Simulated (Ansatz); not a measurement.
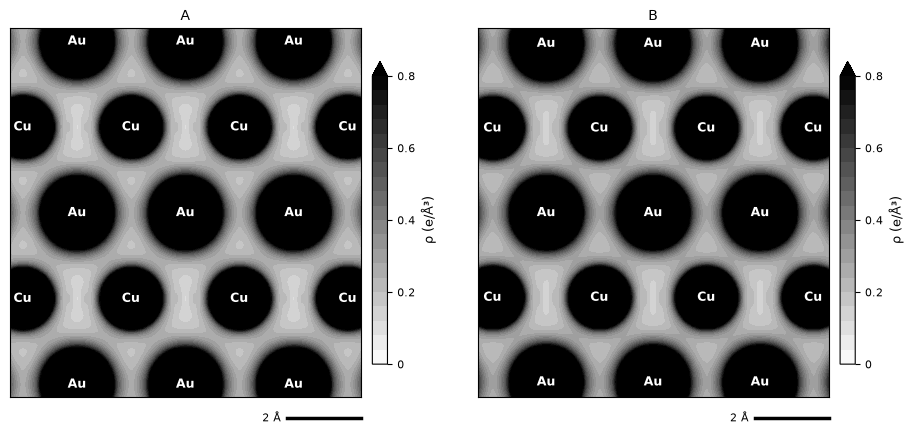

CuAu. The valence pseudo-density of two cells that differ in size, on the (11̄0) plane of each (indices in the axes of the calculation cell), at one length scale and on one colour scale; one has 15.4 and the other 16.0 Å³ an atom.

Space group R-3m; a structure from a database of computed crystals, not necessarily the ambient phase.

All numbers below come from Ansatz, Kohn-Sham DFT of a periodic cell, LDA, Ansatz PAW.

In a PAW calculation such maps are meaningful between the atoms, not at the nuclei.

The larger cell:

```cif
data_structure
_symmetry_space_group_name_H-M 'P 1'
_symmetry_Int_Tables_number 1
_cell_length_a 2.9241
_cell_length_b 4.6309
_cell_length_c 2.9241
_cell_angle_alpha 108.404
_cell_angle_beta 60.000
_cell_angle_gamma 108.404
_cell_volume 31.93
loop_
_atom_site_label
_atom_site_type_symbol
_atom_site_fract_x
_atom_site_fract_y
_atom_site_fract_z
_atom_site_occupancy
Au1 Au 0.00000 0.00000 0.00000 1
Cu1 Cu 0.50000 0.50000 0.50000 1
```

The smaller cell: a = 2.886 Å, b = 4.571 Å, c = 2.886 Å, α = 108.40°, β = 60.00°, γ = 108.40°.

Question: Which is the denser cell? Describe the effect of the change.

Answer: Panel B is the smaller cell, by 4 % in volume. From the larger cell to the smaller, Cu–Cu goes from 2.92 to 2.89 Å, and the density at its midpoint from 0.11 to 0.13 e/Å³; Au–Au goes from 2.92 to 2.89 Å, and the density at its midpoint from 0.26 to 0.28 e/Å³; Cu–Au goes from 2.74 to 2.70 Å, and the density at its midpoint from 0.28 to 0.3 e/Å³; the pressure goes from −17 to −13 GPa.
